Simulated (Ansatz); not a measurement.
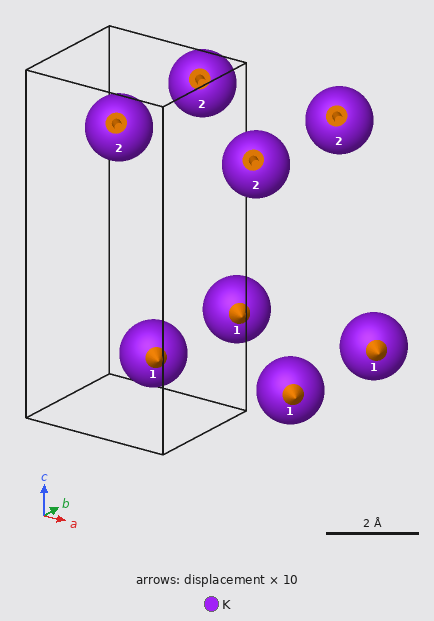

A relaxation of a crystal of K (built on the database_63 type). The starting structure is drawn; orange arrows show the displacements (the part carried along by the change of the cell is left out), 10 times their true length.

The picture is a ball-and-stick view of the cell of the calculation, repeated 2 × 2 × 1 with one cell outlined, seen slightly off an axis.

Case: structure listed in a database for this formula (Cmcm, No. 63).

Level of theory: DFT PBEsol, scalar-relativistic, plane waves, PAW (Ansatz 0.2.0). (plane-wave cutoff 420 eV; k-point mesh 10 × 10 × 6; occupations gaussian; smearing width 0.1 eV; no spin polarisation; cell and atoms relaxed; force threshold 0.01 eV/Å; at most 80 steps)

Question: What did the optimiser do to the structure, and how much energy did it gain?

Answer: Over 6 accepted moves (7 points after the start) the energy falls by 5.5 meV per atom. The largest force component goes from 0.0019 to under 0.0001 eV/Å. The pressure goes from −0.26 to 0.00 GPa. The SCF was repeated once at an unchanged geometry on a basis and grid sized afresh for the cell, which shifted the energy by less than 0.05 meV per atom at most. The largest moves relative to the cell, 0.083 Å, are those of K1 and K2. K1 goes along [1 −1 0]. Cell: a = b 4.725 → 4.660 Å (−1.4 %), c 7.812 → 7.528 Å (−3.6 %), γ 117.9° → 119.5°. Volume −7.7 %. The space group stays Cmcm (No. 63). The run took of the order of 40 core-seconds on a shared host.
